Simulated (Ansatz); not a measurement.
Given this structure, the input geometry of an electronic-structure calculation (not necessarily at equilibrium); the starting structure was generated, so it need not be a known form of this composition, written in its standard cell:

```cif
data_structure
_symmetry_space_group_name_H-M 'P 1'
_symmetry_Int_Tables_number 1
_cell_length_a 2.2982
_cell_length_b 2.2982
_cell_length_c 2.2982
_cell_angle_alpha 90.000
_cell_angle_beta 90.000
_cell_angle_gamma 90.000
_cell_volume 12.14
loop_
_atom_site_label
_atom_site_type_symbol
_atom_site_fract_x
_atom_site_fract_y
_atom_site_fract_z
_atom_site_occupancy
B1 B 0.00000 0.00000 0.00000 1
B2 B 0.50000 0.50000 0.50000 1
```

Predict the [111] zone-axis pattern (300 kV, kinematic, B = 0.3 Å²).

The spots form a hexagonal net with both shortest vectors at d = 1.63 Å, 60.0° apart. They are -1 1 0 and -1 0 1. The pattern has symmetry 6mm. No reflection of this zone is absent.

Strongest reflections with d > 0.80 Å, one of each family (|F|² from tabulated Gaussian fits of the electron scattering factors, times a small damping for the curvature of the Ewald sphere):

```json
{"hkl": "1 0 -1", "d (Å)": "1.625", "I (strongest = 100)": "100"}
{"hkl": "2 -1 -1", "d (Å)": "0.938", "I (strongest = 100)": "13"}
{"hkl": "2 0 -2", "d (Å)": "0.813", "I (strongest = 100)": "7"}
```

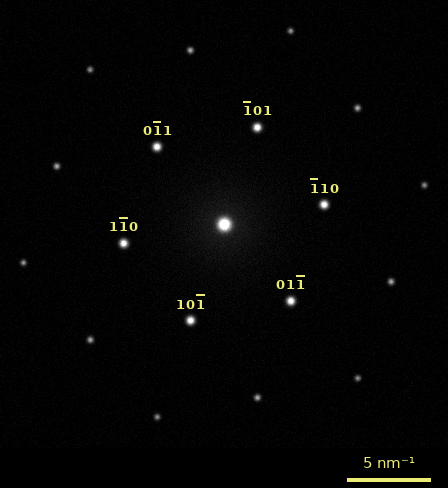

Calculated pattern, seen from the source side with [111] pointing towards the source.
